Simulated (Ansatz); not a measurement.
Consider CuAu.

The calculation's input:

```
crystal:
  lattice:
    - [1.4430568479, 0.8331492596, 4.2561707609]
    - [-1.4430568479, 0.8331492596, 4.2561707609]
    - [0.0, -1.6662985192, 4.2561707609]
  atoms:
    - { symbol: Au, position: [0.0, 0.0, 0.0] }
    - { symbol: Cu, position: [0.5, 0.5, 0.5] }
hamiltonian:
  xc: lda
  pseudopotentials: { kind: paw }
kpoints:
  mp_grid: { grid: [6, 6, 6] }
scf:
  occupations: { method: fermi_dirac, width: 0.05 }
  n_extra_bands: 6
output:
  forces: true
  stress: true
  eigenvalues: true
  dos: { projected: true, de: 0.05, nscf_kmesh: { grid: [9, 9, 9] } }
  write_density: true
  write_potential: true
  elf: true
  volumetric_format: npy
```

Launched as:

```sh
ansatz run input.yaml --threads 2 --pin off --max-ram 5632MiB --backend cpu --events-out ev --progress --plain --runs-dir out
```

Below, planes, directions and counts refer to the conventional cell (a = 2.89 Å, b = 2.89 Å, c = 12.77 Å, α = 90.00°, β = 90.00°, γ = 120.00°).

Space group R-3m; a structure from a database of computed crystals, not necessarily the ambient phase; computed pressure about −12 GPa in this cell.

These are results of Kohn-Sham DFT of a periodic cell, LDA, Ansatz PAW (Ansatz 0.2.0), not measurements.

Question: What will maps of the valence pseudo-density and electron localisation function show?

Answer: Au–Au (2.89 Å): ρ is about 0.28 e/Å³ halfway; the ELF is about 0.20 at the midpoint (no localised pair shows between them).
Cu–Cu (2.89 Å): the density is about 0.13 e/Å³ at the midpoint; the ELF is about 0.20 at the midpoint (no shared electron pair shows on this line).

Question: Does the calculation make it a metal, or give it a gap?

Answer: It is metallic or semimetallic at this level of theory: no gap opens.

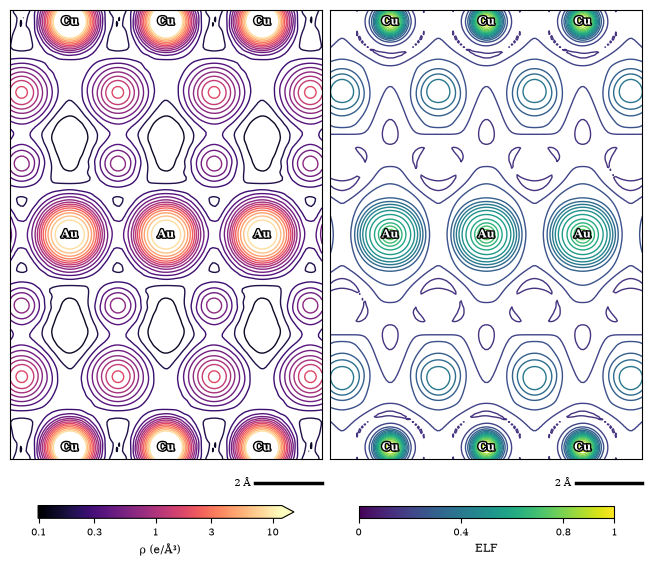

Computed valence pseudo-density and electron localisation function on the (100) plane of the conventional cell, in this order. Atoms just off the plane (Au, 0.8 Å away and Cu, 0.8 Å away) can leave unmarked features too.

In a PAW calculation such maps are meaningful between the atoms, not at the nuclei.
